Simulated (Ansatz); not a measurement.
Structure data:

```
Co
1.0
     2.58027    0.00000    0.00000
     0.00000    2.58027    0.00000
     0.00000    0.00000    2.80464
Co
2
Direct
  0.00000 0.00000 0.00000
  0.50000 0.50000 0.50000
```

Work out the structure from the coordinates.

The element is cobalt. It takes space group I4/mmm (No. 139) on a body-centred tetragonal lattice. The cell holds two atoms.

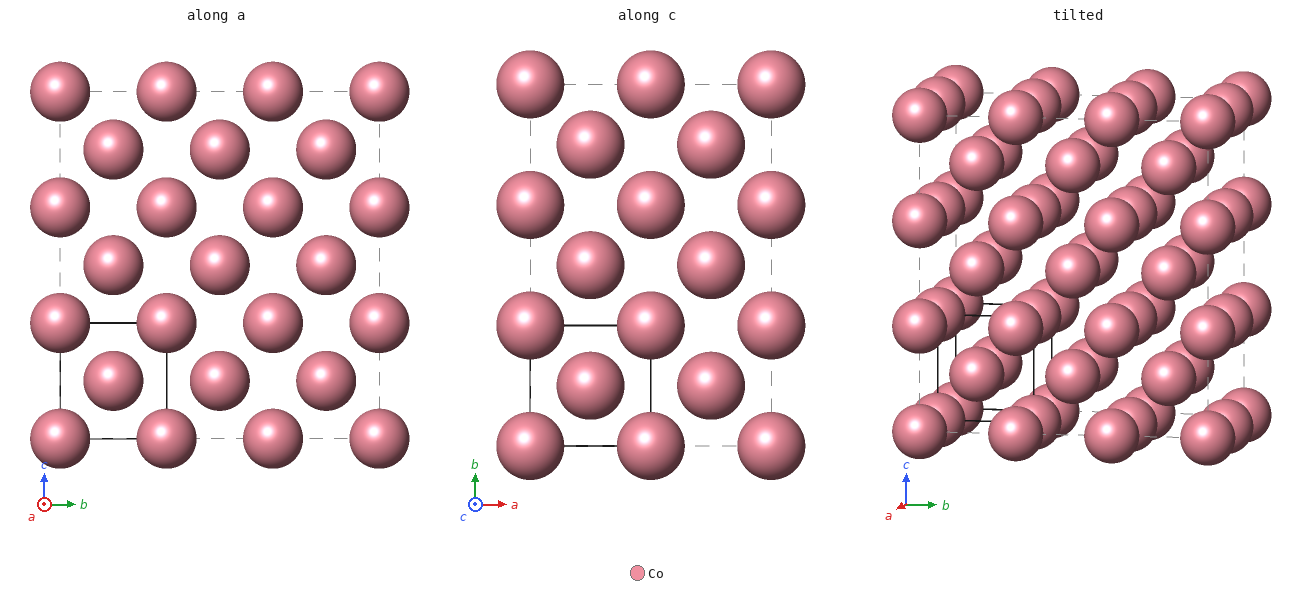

A spheres-only rendering, viewed along the a axis, along the c axis and slightly off an axis. Shown are 2×3×3 repeats of the conventional unit cell, one of them outlined in solid lines. Colours: cobalt pink.

It derives from a structure listed in the Materials Project. The cell was then strained or its atoms displaced on purpose. An electronic-structure calculation with Ansatz was run on it.

At this level of theory the cell isn't at rest (compressed, at 52 GPa), so its distances can differ from those at equilibrium, the more so the softer the solid.
